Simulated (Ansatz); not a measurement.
# Band-structure calculation, with input and output: Hf5N4 (part 2 of 2)

The same run, continued: Hf5N4 (slab, 9 atoms in the cell); DFT PBEsol, scalar-relativistic, plane waves, PAW, no spin polarisation (Ansatz 0.2.0); cutoff 420 eV, 12×12×1 k-mesh, Gaussian smearing of 0.1 eV. It belongs to a series of runs on one base structure; here: bands of the relaxed slab.

Geometry of the input (Å; fractional positions):
```
3.1831  0.0000  0.0000
-1.5915  2.7566  0.0000
0.0000  0.0000  25.3959
Hf 0.3333  0.6667  0.2967
N  0.6667  0.3333  0.3468
Hf 0.0000  0.0000  0.3964
N  0.3333  0.6667  0.4488
Hf 0.6667  0.3333  0.5000
N  0.0000  0.0000  0.5512
Hf 0.3333  0.6667  0.6036
N  0.6667  0.3333  0.6532
Hf 0.0000  0.0000  0.7033
```

### Output, continued
```
  k-point 0: bands = ["-53.0687", "-52.9010", "-52.8984", "-52.6819", "-52.6819", "-22.3134", "-22.0573", "-21.8067", "-21.5506", "-21.5506", "-21.4367", "-21.3863", "-21.3863", "-21.3813", "-21.3813", "-21.3568", "-21.0181", "-21.0181", "-21.0181", "-21.0181", "-7.6370", "-7.0296", "-6.2210", "-5.5059", "-3.0005", "-3.0005", "-2.9995", "-2.9763", "-2.9431", "-2.9431", "-2.9092", "-2.8372", "-2.8372", "-2.8372", "-2.8274", "-2.8274", "-2.8170", "-2.8123", "-2.7766", "-2.7766", "-2.7725", "-2.7725", "-2.7701", "-2.7378", "-2.7378", "-2.6440", "-2.6316", "-2.6240", "-2.6240", "-2.6238", "-2.6238", "-2.6102", "-2.6102", "-2.6102", "-2.6102", "-2.5894", "-2.5723", "-2.5115", "-2.5115", "1.0482", "2.0319", "3.5614", "3.5970", "3.5970", "4.1279", "4.1279", "5.0613", "5.0613", "5.4274", "6.2425", "6.2425", "7.9573", "8.2762", "9.4353", "9.5270", "9.5270", "9.7367", "10.2382", "10.2382", "10.2459", "11.0350", "11.2653", "11.2653", "11.8020", "11.8900", "11.8900", "12.3694", "12.3694", "12.6639", "13.0605", "13.0605", "13.0813", "13.2301", "13.2301", "13.6692", "14.4324", "14.4555", "14.5268", "14.5268"]
  k-point 1: bands = ["-53.0657", "-52.8979", "-52.8955", "-52.6793", "-52.6793", "-22.2916", "-22.0462", "-21.8098", "-21.6033", "-21.5637", "-21.4772", "-21.4291", "-21.3983", "-21.3913", "-21.3913", "-21.3578", "-21.0621", "-21.0612", "-21.0275", "-21.0274", "-7.5083", "-6.9444", "-6.2037", "-5.5612", "-2.9985", "-2.9973", "-2.9952", "-2.9734", "-2.9464", "-2.9435", "-2.9146", "-2.8345", "-2.8338", "-2.8337", "-2.8249", "-2.8236", "-2.8142", "-2.8092", "-2.7818", "-2.7770", "-2.7760", "-2.7731", "-2.7671", "-2.7433", "-2.7431", "-2.6434", "-2.6356", "-2.6230", "-2.6227", "-2.6225", "-2.6214", "-2.6120", "-2.6114", "-2.6100", "-2.6099", "-2.5848", "-2.5718", "-2.5160", "-2.5159", "1.2235", "2.1125", "3.3073", "3.6587", "3.6746", "4.1634", "4.3251", "4.5382", "5.0382", "5.6818", "5.7225", "6.0887", "8.0632", "8.1692", "9.0784", "9.5966", "9.6568", "9.7332", "10.0804", "10.3982", "10.5537", "10.9152", "11.4382", "11.4635", "11.8755", "11.9021", "12.1745", "12.2467", "12.7231", "12.7603", "12.8219", "13.0004", "13.2532", "13.4930", "13.6128", "13.9481", "14.1738", "14.4870", "14.5961", "15.0832"]
  k-point 2: bands = ["-53.0574", "-52.8897", "-52.8877", "-52.6723", "-52.6723", "-22.2309", "-22.0243", "-21.8383", "-21.7295", "-21.6090", "-21.5990", "-21.5263", "-21.4309", "-21.4186", "-21.3970", "-21.3677", "-21.1775", "-21.1739", "-21.0529", "-21.0529", "-7.1596", "-6.7225", "-6.1686", "-5.7069", "-2.9912", "-2.9885", "-2.9842", "-2.9660", "-2.9535", "-2.9451", "-2.9284", "-2.8286", "-2.8243", "-2.8242", "-2.8178", "-2.8115", "-2.8057", "-2.8002", "-2.7900", "-2.7845", "-2.7785", "-2.7750", "-2.7661", "-2.7571", "-2.7564", "-2.6431", "-2.6405", "-2.6239", "-2.6232", "-2.6205", "-2.6204", "-2.6121", "-2.6094", "-2.6081", "-2.6081", "-2.5733", "-2.5680", "-2.5277", "-2.5277", "1.6785", "2.3447", "3.0304", "3.5776", "3.7991", "4.0727", "4.2324", "4.3142", "4.9230", "4.9668", "5.5837", "5.7863", "7.9465", "8.2492", "8.4950", "9.0160", "9.9737", "10.1449", "10.2955", "10.7087", "10.8863", "10.9210", "11.7088", "11.7206", "11.9640", "12.3182", "12.6915", "12.7608", "12.7931", "12.9430", "13.0529", "13.4965", "13.6408", "13.8719", "13.9654", "14.4271", "14.6732", "14.8521", "14.9317", "15.6062"]
  k-point 18: bands = ["-53.0176", "-52.8500", "-52.8500", "-52.6387", "-52.6387", "-22.1366", "-22.1366", "-22.0576", "-21.9476", "-21.9207", "-21.9207", "-21.7094", "-21.7094", "-21.7012", "-21.4810", "-21.4720", "-21.4376", "-21.4376", "-21.3565", "-21.3565", "-5.9690", "-5.9681", "-5.9271", "-5.9271", "-2.9942", "-2.9672", "-2.9672", "-2.9481", "-2.9352", "-2.9216", "-2.9216", "-2.8230", "-2.8230", "-2.8037", "-2.8009", "-2.7993", "-2.7993", "-2.7815", "-2.7815", "-2.7641", "-2.7640", "-2.7522", "-2.7513", "-2.7447", "-2.7447", "-2.6412", "-2.6412", "-2.6360", "-2.6359", "-2.6299", "-2.6299", "-2.5975", "-2.5974", "-2.5846", "-2.5846", "-2.5493", "-2.5493", "-2.5365", "-2.5365", "2.5434", "2.5481", "2.5481", "3.2140", "3.2140", "4.0604", "4.0914", "4.0914", "4.1487", "4.1487", "4.2972", "4.3259", "9.2733", "9.2733", "9.6235", "9.6952", "10.5317", "10.5317", "11.0161", "11.5229", "11.5229", "12.1342", "12.4317", "12.4317", "13.2824", "13.2824", "13.8345", "14.2771", "14.2771", "15.3537", "15.3537", "15.5428", "15.8043", "15.9947", "15.9947", "16.7103", "17.0140", "17.4306", "17.4306", "18.5350"]
--- Löwdin populations: 9 sites ---
  site symbol       q [e]
     0     Hf     25.6101
     1      N      5.5858
     2     Hf     25.3305
     3      N      5.6469
     4     Hf     25.2942
     5      N      5.6469
     6     Hf     25.3305
     7      N      5.5858
     8     Hf     25.6101
  spilling = 0.002394 (of n_electrons = 150.000000)
```

### File populations.tsv
```
# site	symbol	l	j	q
# orbitals = lowdin
# n_electrons = 150.000000
# spilling = 0.002394
0	Hf	0_5S	-	1.964238
0	Hf	0_6S	-	0.831108
0	Hf	1_5P	-	5.979809
0	Hf	2_5D	-	2.840357
0	Hf	3_4F	-	13.994543
1	N	0_2S	-	1.447418
1	N	1_2P	-	4.138385
2	Hf	0_5S	-	1.949830
2	Hf	0_6S	-	0.439843
2	Hf	1_5P	-	5.981129
2	Hf	2_5D	-	2.967421
2	Hf	3_4F	-	13.992318
3	N	0_2S	-	1.442028
3	N	1_2P	-	4.204901
4	Hf	0_5S	-	1.950201
4	Hf	0_6S	-	0.449632
4	Hf	1_5P	-	5.981383
4	Hf	2_5D	-	2.920341
4	Hf	3_4F	-	13.992662
5	N	0_2S	-	1.442028
5	N	1_2P	-	4.204900
6	Hf	0_5S	-	1.949830
6	Hf	0_6S	-	0.439843
6	Hf	1_5P	-	5.981129
6	Hf	2_5D	-	2.967421
6	Hf	3_4F	-	13.992318
7	N	0_2S	-	1.447418
7	N	1_2P	-	4.138385
8	Hf	0_5S	-	1.964238
8	Hf	0_6S	-	0.831108
8	Hf	1_5P	-	5.979809
8	Hf	2_5D	-	2.840357
8	Hf	3_4F	-	13.994543
```

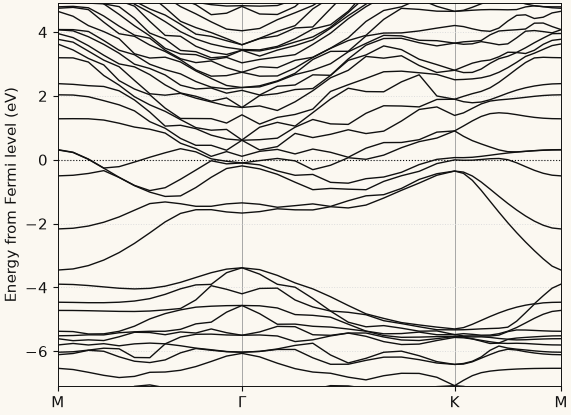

Figure 1. Band structure along M–Γ–K–M, with energies from the Fermi level. Bands cross the Fermi level: a metal at this level of theory.

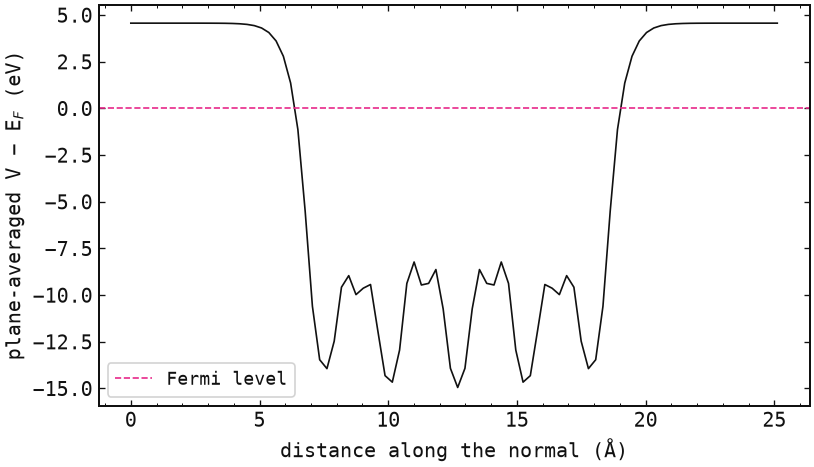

Figure 2. Plane average of the electrostatic potential energy of an electron across the cell, from the Fermi level. The vacuum level lies 4.57 eV above the Fermi level.

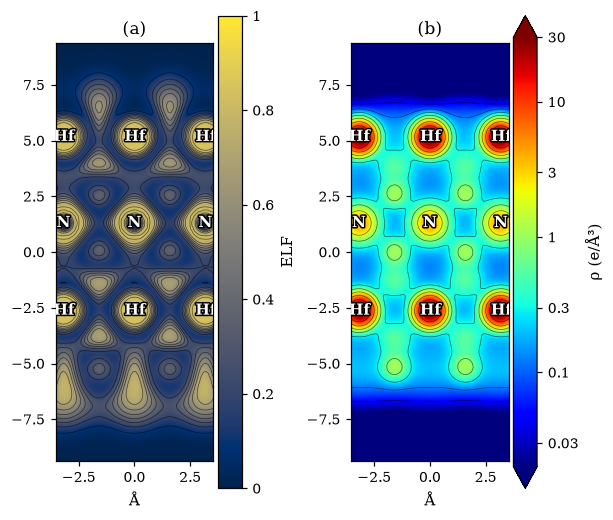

Figure 3. (a) ELF; (b) valence charge density (pseudo) on the (100) plane of the calculation cell, a cut from vacuum to vacuum. Atoms in the plane: Hf and N. Hf–Hf (3.18 Å): ρ at the midpoint is about 0.19 e/Å³; the ELF is about 0.15 at the midpoint; no localised pair between them. The density dies away to nearly zero in the vacuum. The strong features right at Hf lie inside the PAW spheres (semicore, d or f shells) and say nothing about bonding. The fields are those of the smooth PAW valence density.

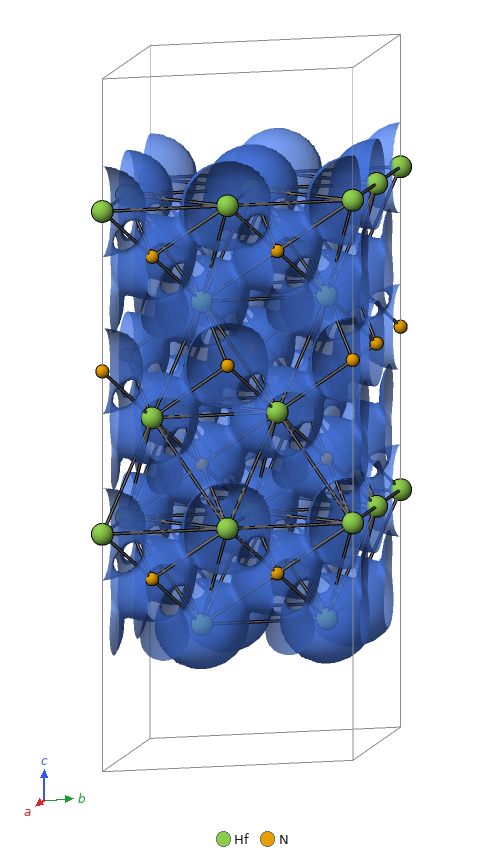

Figure 4. Isosurface of the valence pseudo-density at 0.4 e/Å³ (blue), seen slightly off an axis. Sticks mark near contacts. At this value the density is joined into sheets; it holds about 90 % of the electrons treated as valence (semicore included). It is pinched off along the Hf–Hf (3.13 Å) and Hf–Hf (3.18 Å) contacts. On the grid the lowest density along these lines, outside the cores, is 0.53 e/Å³ (Hf–N, 2.23 Å), 0.2 e/Å³ (Hf–Hf, 3.13 Å) and 0.2 e/Å³ (Hf–Hf, 3.18 Å).

### Summary

- outcome: converged
- electrons treated: 150
- free energy: −79516.6654 eV
- work function, top face: 4.57 eV
- work function, bottom face: 4.57 eV
- Fermi energy: 9.628 eV
- gap on the k-point mesh: none (metallic)
- work function (upper face): 4.57 eV
- largest force (length of the vector): 0.005 eV/Å
- wall time: 68 s (CPU time 2.2 min)
- peak memory: 1 GiB

### Notes

Warnings of the run: the exchange-correlation potential is rough where the density is thin. Spin–orbit coupling is left out, which matters for Hf.
